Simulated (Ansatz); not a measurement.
**Band-structure calculation, with input and output: AlN**

- system: AlN (F-43m, 2 atoms in the cell)
- method: DFT, r2SCAN, PAW with Ansatz's default frozen-core files, scalar-relativistic, no spin polarisation (Ansatz 0.2.0)

Its volume is 0.55 times that of the source entry. It belongs to a series of runs on one base structure; here: volume scaled by 0.55, PAW files. Figures and captions count atoms from 1; the log counts them from 0 in places.

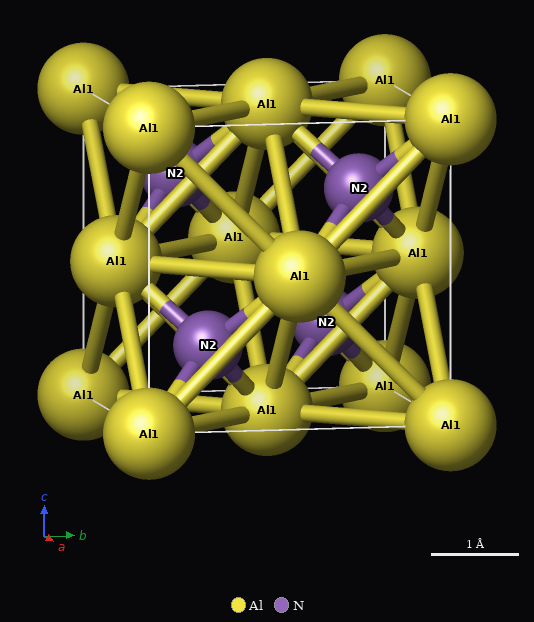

The input geometry (ball-and-stick view of the cell 4 times as large as that of the calculation, set on its symmetry axes, seen slightly off an axis; atoms are numbered from 1 in the order of the input). An atom can appear more than once, as a periodic image. Near neighbours in the periodic cell (some may lie outside the picture): Al has 12 Al at 2.53 Å and 4 N at 1.55 Å; N has 4 Al at 1.55 Å.

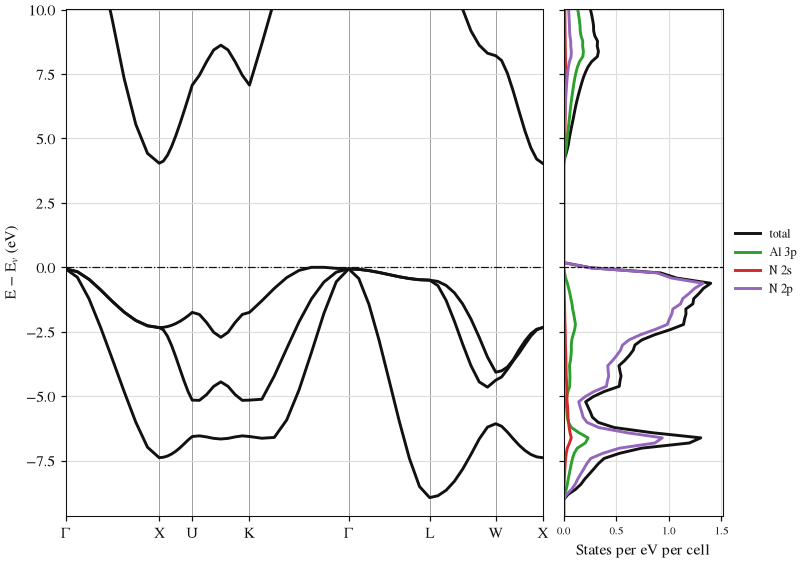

Band structure along Γ–X–U–K–Γ–L–W–X and density of states (projected on Löwdin-orthogonalised atomic shells), with energies from the valence-band top. There is a gap of 4.04 eV on this path, indirect, from between K and Γ to X.

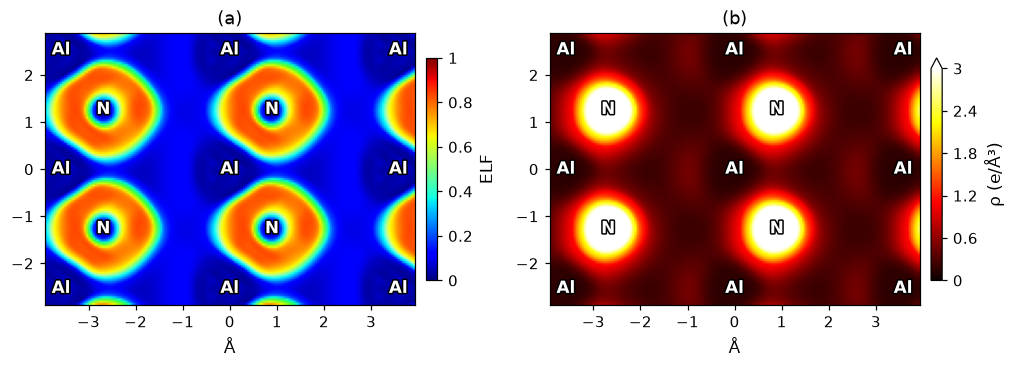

(a) electron localisation function; (b) valence pseudo-density on the (101) plane of the conventional cell. The section cuts through Al and N sites. Al–N (1.55 Å): ρ at the midpoint is about 1.2 e/Å³; the ELF is about 0.85 at the midpoint. Away from the nuclei the density in this plane falls to 0.14 e/Å³ at its lowest. The fields are those of the smooth PAW valence density.

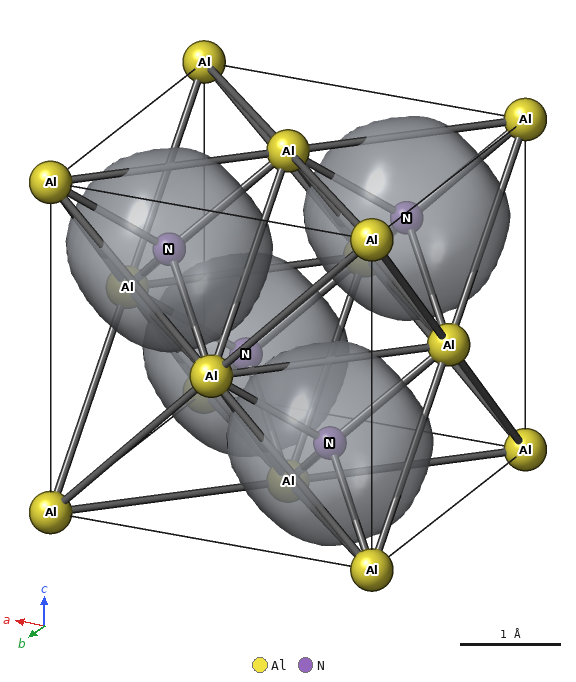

Isosurface of the valence charge density (pseudo) at 0.5 e/Å³ (grey), seen at an oblique angle. Sticks mark near contacts. The outline is the cell set on symmetry axes. At this value the density breaks into separate islands; it holds about 75 % of the electrons treated as valence. On the grid the lowest density along these lines, outside the cores, is 0.92 e/Å³ (Al–N, 1.55 Å) and 0.65 e/Å³ (Al–Al, 2.53 Å).

The input that produced these results follows, with the program's output.

### Input
```yaml
crystal:
  lattice:
    - [0.0, 1.7901195102, 1.7901195102]
    - [1.7901195102, 0.0, 1.7901195102]
    - [1.7901195102, 1.7901195102, 0.0]
  atoms:
    - { symbol: Al, position: [0.0, 0.0, 0.0] }
    - { symbol: "N", position: [0.25, 0.25, 0.25] }
kpoints:
  mp_grid: { grid: [15, 15, 15] }
  band_path:
    path:
      - [0.0, 0.0, 0.0]
      - [-0.5, -0.5, 0.0]
      - [-0.375, -0.375, 0.25]
      - [-0.375, 0.0, 0.375]
      - [0.0, 0.0, 0.0]
      - [0.0, 0.0, 0.5]
      - [-0.5, -0.25, 0.25]
      - [-0.5, -0.5, 0.0]
    npoints: 8
scf:
  occupations: { method: fermi_dirac, width: 0.08 }
hamiltonian:
  xc: r2scan
  pseudopotentials: { kind: paw }
output:
  forces: true
  stress: true
  eigenvalues: true
  populations: true
  dos: { projected: true, de: 0.2, e_range: [-14, 8] }
  write_density: true
  write_potential: true
  elf: true
  volumetric_format: npy
```

Run as:
```bash
ansatz run input.yaml --threads 1 --pin off --max-ram 2048MiB --backend cpu --events-out ev --progress --plain --runs-dir out
```

### What the program printed
```
Engine: ansatz 0.2.0, aarch64-unknown-linux-gnu
Pseudopotentials: kind: paw
Pseudopotential: Al, paw, valence charge 3, recommended cutoff 500 eV (meta_gga), Al.paw.azcp
Pseudopotential: N, paw, valence charge 5, recommended cutoff 500 eV (meta_gga), N.paw.azcp
Functional definition: r2SCAN
  parameter k0 = 0.174
  parameter k1 = 0.065
  parameter a1 = 4.9479
  exchange = r2scan_x(k0 = k0, k1 = k1, a1 = a1)
  correlation = r2scan_c
Crystal: 2 atoms, lattice volume = 11.473 Å³
Basis set: ecut = 500 eV, 283 PW (Γ), exchange–correlation on 80×80×80 points (64 copies of the dense FFT grid, shifted against one another)
Bands: 8, of which v1, the nominal top of the filled ones, is band 4 counted from 1 (3 counted from 0)
Symmetry: 24 space group operations
Space group: F-43m (ITA 216), of the structure as read, at distance tolerance 2.3e-5 Å
k-points: 120 of 3375 (time reversal used)
Non-local potential: Al, projectors of the file, l = 0: 2, l = 1: 2, l = 2: 1
Non-local potential: N, projectors of the file, l = 0: 2, l = 1: 2, l = 2: 1
PAW form: soft (Blöchl's): semilocal exchange-correlation on the pseudo side does not see the compensation charge
PAW frozen core: Al, regenerated for the run's functional (the file was generated under x = pbe(κ = 0.804, μ = 0.2195149727645171), c = pbe(β = 0.06672455060314922))
PAW frozen core: N, regenerated for the run's functional (the file was generated under x = pbe(κ = 0.804, μ = 0.2195149727645171), c = pbe(β = 0.06672455060314922))
PAW one-centre angular grid: Al, 302 points (default); XC on 160 Gauss nodes
PAW one-centre angular grid: N, 302 points (default); XC on 160 Gauss nodes
Initial density: superposition of atomic densities (neutral atoms: chi_scale 0, normalization atom), corrected by the library's trained network
Initial wavefunctions: pseudopotential atomic-orbital guess
Functional: x = r2scan, c = r2scan; τ floored in thin density (d = 2e-4 eV/Å³)
SCF iter   1: F=—  HF=-921.331681 eV  |F-HF|=—  |Δ(HF+E_count)|=         —  Δρ=2.03e-2  dr2=2.59e-2  dr2_τ=6.57e-1  ethr=1.77e-3  ⟨swp⟩=6.5  Hψ=8290  notcnv=0
preconditioner: auto → none  [insulator: Δε(μ)=3.640 eV  Ē_g=23.319 eV  σ=0.080 eV  W_gap=1.00  n_scr=0 (ndim 8)  ℏωp=31.0 eV  f_vac=0.004  D(μ)=0.00/eV (n_scr^D=0)  ε∞_Penn≈2.8]
SCF iter   2: F=—  HF=-921.482060 eV  |F-HF|=—  |Δ(HF+E_count)|=   1.50e-1  Δρ=1.06e-2  dr2=8.35e-3  dr2_τ=1.74e-3  ethr=3.24e-4  ⟨swp⟩=2.4  Hψ=2939  notcnv=0  defer=1
SCF iter   3: F=—  HF=-921.482728 eV  |F-HF|=—  |Δ(HF+E_count)|=   6.68e-4  Δρ=4.39e-3  dr2=9.92e-4  dr2_τ=2.08e-4  ethr=1.04e-4  ⟨swp⟩=3.0  Hψ=1890  notcnv=0
SCF iter   4: F=—  HF=-921.482933 eV  |F-HF|=—  |Δ(HF+E_count)|=   2.05e-4  Δρ=6.53e-4  dr2=3.62e-5  dr2_τ=3.24e-6  ethr=1.24e-5  ⟨swp⟩=2.4  Hψ=1488  notcnv=0
SCF iter   5: F=—  HF=-921.482927 eV  |F-HF|=—  |Δ(HF+E_count)|=   6.03e-6  Δρ=1.30e-4  dr2=8.80e-7  dr2_τ=1.02e-7  ethr=4.52e-7  ⟨swp⟩=2.6  Hψ=1389  notcnv=0
SCF iter   6: F=-921.482928 eV  HF=-921.482928 eV  |F-HF|=2.35e-10  |Δ(HF+E_count)|=   6.95e-7  Δρ=7.04e-6  dr2=4.68e-9  dr2_τ=4.20e-10  ethr=1.25e-9  ⟨swp⟩=11.1  Hψ=7421  notcnv=0
SCF 1 converged in 6 iterations: F = -921.482928 eV  dr2 = 4.68e-9
  greatest PAW one-centre occupation: 0.868 electrons in one spin orbital (limit 2), on the N atom at site 1 (counted from 0), in its partial waves of l = 0
NSCF: frozen V_eff on 57 k-points
SCF converged after 6 iterations
Free energy (F): -921.482928 eV
Harris-Foulkes:  -921.482928 eV  (|F-HF|=2.35e-10)
Internal energy: -921.482928 eV  (E = F + TS)
E sigma→0 (E₀):  -921.482928 eV
Fermi energy:    16.964680 eV
--- Per-component energies (eV) ---
  E_band       = 66.203802
  E_kinetic    = 195.527592
  E_local      = -167.307668  (includes V_loc(G=0)·N_el)
  E_nonlocal   = 65.240429
  E_hartree    = 63.497311
  E_xc         = -107.693221
  E_vxc        = -130.781980  (∫ρ·V_xc dr)
  E_paw        = -608.793479  (= ΣΔE_a)
  E_vpaw       = -30.164294  (= ΣTr[D̂ρ^β])
  E_aug_tail   = 0.000030  (compensation charges beyond the density's cutoff)
  E_vtau       = 6.696011  (kinetic-family band-sum trace: ∫τ·v_τ [+ j·A + Jᵃ·Aᵃ] dr)
  E_ewald      = -361.864250
  E_core_change = -0.089673  (= ΣΔE_core)
  E_smearing   = -0.000000  (= −TS)
  E_closure    = 0.000000  (closes the sum)
  Σ components = -921.482928   (vs F -921.482928, Δ=0.00e0)
--- Forces (eV/Å), atoms counted from 1 ---
  atom   1  Al     0.00000000     0.00000000    -0.00000000
  atom   2  N      0.00000000     0.00000000    -0.00000000
  max |Σ_I F_I| component: 5.62e-16 eV/Å
--- Stress (GPa, compression-positive) ---
      380.196832      -0.000000      -0.000000
        0.000000     380.196832       0.000000
       -0.000000       0.000000     380.196832
  P = ⅓ Tr σ = 380.1968 GPa (3801.968 kbar)
--- Band table (eV; the first three rows and the last of 120) ---
  k-point 0: bands = ["-5.1639", "14.7216", "14.7216", "14.7216", "26.3386", "35.6368", "35.6368", "35.6368"]
  k-point 1: bands = ["-5.0418", "14.2991", "14.7020", "14.7020", "26.6012", "35.3671", "35.6645", "35.6645"]
  k-point 2: bands = ["-4.6806", "13.1807", "14.6470", "14.6470", "27.2179", "34.6719", "35.1998", "35.1998"]
  k-point 119: bands = ["0.6907", "8.6429", "10.1101", "11.1934", "22.9919", "31.4188", "34.2617", "38.7733"]
--- Löwdin populations: 2 sites ---
  site symbol       q [e]
     0     Al      1.5805
     1      N      6.3160
  spilling = 0.012933 (of n_electrons = 8.000000)
```

### File dos.tsv
```
# E-E_F[eV]	g_bin_mean(E)[states/eV]	N(E)
# format = ansatz-dos/2
# fermi_ev = 16.964680
# fermi_mp_grid = 15 15 15
# fermi_mp_shift = 0 0 0
# g_bin_mean(E): the states in a bin one row spacing wide, centred on E, divided by that spacing. States that the method places at a single energy (under output.dos.method: tetrahedron, those of a tetrahedron whose four corners have one energy) are counted whole in the row whose bin holds that energy (on the edge of two bins, in the lower row). The sum of g_bin_mean over a run of rows, times the row spacing, is the number of states from half a spacing under the first of them to half a spacing over the last (a plain sum, not the trapezoid rule).
-14.000000	0.000000e0	2.000000e0
-13.800000	0.000000e0	2.000000e0
-13.600000	0.000000e0	2.000000e0
-13.400000	0.000000e0	2.000000e0
-13.200000	0.000000e0	2.000000e0
-13.000000	0.000000e0	2.000000e0
-12.800000	0.000000e0	2.000000e0
-12.600000	0.000000e0	2.000000e0
-12.400000	0.000000e0	2.000000e0
-12.200000	0.000000e0	2.000000e0
-12.000000	0.000000e0	2.000000e0
-11.800000	0.000000e0	2.000000e0
-11.600000	0.000000e0	2.000000e0
-11.400000	0.000000e0	2.000000e0
-11.200000	0.000000e0	2.000000e0
-11.000000	4.001799e-2	2.000000e0
-10.800000	1.122398e-1	2.017233e0
-10.600000	1.642497e-1	2.046035e0
-10.400000	2.002649e-1	2.082429e0
-10.200000	2.443914e-1	2.126547e0
-10.000000	2.878268e-1	2.179977e0
-9.800000	3.303575e-1	2.241679e0
-9.600000	3.839367e-1	2.312770e0
-9.400000	5.317608e-1	2.401682e0
-9.200000	7.413466e-1	2.527078e0
-9.000000	1.194690e0	2.707761e0
-8.800000	1.303526e0	2.986934e0
-8.600000	8.404983e-1	3.209981e0
-8.400000	4.803151e-1	3.327535e0
-8.200000	3.287490e-1	3.406382e0
-8.000000	2.732195e-1	3.464639e0
-7.800000	2.539907e-1	3.517380e0
-7.600000	2.313446e-1	3.566053e0
-7.400000	2.087093e-1	3.609225e0
-7.200000	2.815519e-1	3.656443e0
-7.000000	3.865754e-1	3.722229e0
-6.800000	5.286920e-1	3.814230e0
-6.600000	5.353780e-1	3.922876e0
-6.400000	5.455350e-1	4.031903e0
-6.200000	5.347403e-1	4.140106e0
-6.000000	5.258068e-1	4.245223e0
-5.800000	5.796685e-1	4.352815e0
-5.600000	6.242768e-1	4.475545e0
-5.400000	6.609913e-1	4.604453e0
-5.200000	6.770149e-1	4.737541e0
-5.000000	7.432107e-1	4.878508e0
-4.800000	8.639062e-1	5.038046e0
-4.600000	1.013640e0	5.223474e0
-4.400000	1.139495e0	5.444964e0
-4.200000	1.148896e0	5.671899e0
-4.000000	1.162680e0	5.905072e0
-3.800000	1.161356e0	6.135063e0
-3.600000	1.228671e0	6.375438e0
-3.400000	1.236122e0	6.621529e0
-3.200000	1.286256e0	6.872917e0
-3.000000	1.328767e0	7.133612e0
-2.800000	1.398366e0	7.408616e0
-2.600000	1.075919e0	7.665805e0
-2.400000	9.228947e-1	7.855277e0
-2.200000	2.581552e-1	7.999435e0
-2.000000	0.000000e0	8.000000e0
-1.800000	0.000000e0	8.000000e0
-1.600000	0.000000e0	8.000000e0
-1.400000	0.000000e0	8.000000e0
-1.200000	0.000000e0	8.000000e0
-1.000000	0.000000e0	8.000000e0
-0.800000	0.000000e0	8.000000e0
-0.600000	0.000000e0	8.000000e0
-0.400000	0.000000e0	8.000000e0
-0.200000	0.000000e0	8.000000e0
0.000000	0.000000e0	8.000000e0
0.200000	0.000000e0	8.000000e0
0.400000	0.000000e0	8.000000e0
0.600000	0.000000e0	8.000000e0
0.800000	0.000000e0	8.000000e0
1.000000	0.000000e0	8.000000e0
1.200000	0.000000e0	8.000000e0
1.400000	0.000000e0	8.000000e0
1.600000	0.000000e0	8.000000e0
1.800000	0.000000e0	8.000000e0
2.000000	4.882710e-3	8.000061e0
2.200000	2.081598e-2	8.002727e0
2.400000	3.436157e-2	8.008252e0
2.600000	4.524145e-2	8.016369e0
2.800000	5.254373e-2	8.026096e0
3.000000	6.166863e-2	8.037501e0
3.200000	7.124357e-2	8.050782e0
3.400000	8.140558e-2	8.066030e0
3.600000	9.155100e-2	8.083348e0
3.800000	1.008140e-1	8.102595e0
4.000000	1.104722e-1	8.123702e0
4.200000	1.210161e-1	8.146820e0
4.400000	1.330875e-1	8.172194e0
4.600000	1.459096e-1	8.200084e0
4.800000	1.593553e-1	8.230596e0
5.000000	1.734628e-1	8.263853e0
5.200000	1.890275e-1	8.300050e0
5.400000	2.084728e-1	8.339683e0
5.600000	2.317811e-1	8.383609e0
5.800000	2.657177e-1	8.432883e0
6.000000	3.208687e-1	8.491343e0
6.200000	3.305330e-1	8.558077e0
6.400000	3.192249e-1	8.622923e0
6.600000	3.217932e-1	8.687202e0
6.800000	2.960219e-1	8.749105e0
7.000000	2.850223e-1	8.806879e0
7.200000	2.839437e-1	8.863702e0
7.400000	2.763623e-1	8.919980e0
7.600000	2.671194e-1	8.974300e0
7.800000	2.561627e-1	9.026447e0
8.000000	2.520522e-1	9.077284e0
```

### File populations.tsv
```
# site	symbol	l	j	q
# orbitals = lowdin
# n_electrons = 8.000000
# spilling = 0.012933
0	Al	0_3S	-	0.335859
0	Al	1_3P	-	1.244684
1	N	0_2S	-	1.308641
1	N	1_2P	-	5.007354
```

### File rho_z.tsv
```
# z_ang	rho[e/angstrom^3]
# format = ansatz-planar-average/11
# lattice	0.000000000	1.790119510	1.790119510
# lattice	1.790119510	0.000000000	1.790119510
# lattice	1.790119510	1.790119510	0.000000000
# sites	2
# site	13	0.000000000	0.000000000	0.000000000
# site	7	0.895059755	0.895059755	0.895059755
0.000000	6.549735e-1
0.126581	8.131580e-1
0.253161	9.658759e-1
0.379742	1.085123e0
0.506322	1.154212e0
0.632903	1.172035e0
0.759483	1.143174e0
0.886064	1.069135e0
1.012645	9.533766e-1
1.139225	8.112125e-1
1.265806	6.669864e-1
1.392386	5.399496e-1
1.518967	4.369227e-1
1.645547	3.581690e-1
1.772128	3.047779e-1
1.898708	2.798039e-1
2.025289	2.869568e-1
2.151870	3.289324e-1
2.278450	4.056525e-1
2.405031	5.153899e-1
```

### Summary

```csv
quantity,value
outcome,converged
space group (tolerance 0.01 Å),F-43m (216)
electrons treated,8
free energy,−921.4829 eV
Fermi energy,16.965 eV
gap on the k-point mesh,4.14 eV
pressure,380.20 GPa
largest force (length of the vector),under 0.001 eV/Å
hardware,"1 thread of Arm Neoverse V1, 24 GiB of memory available, shared host"
wall time,6.6 s
peak memory,0.3 GiB
```

### Notes

The cell is under a pressure of 380 GPa at this level, so it is not at its equilibrium volume.
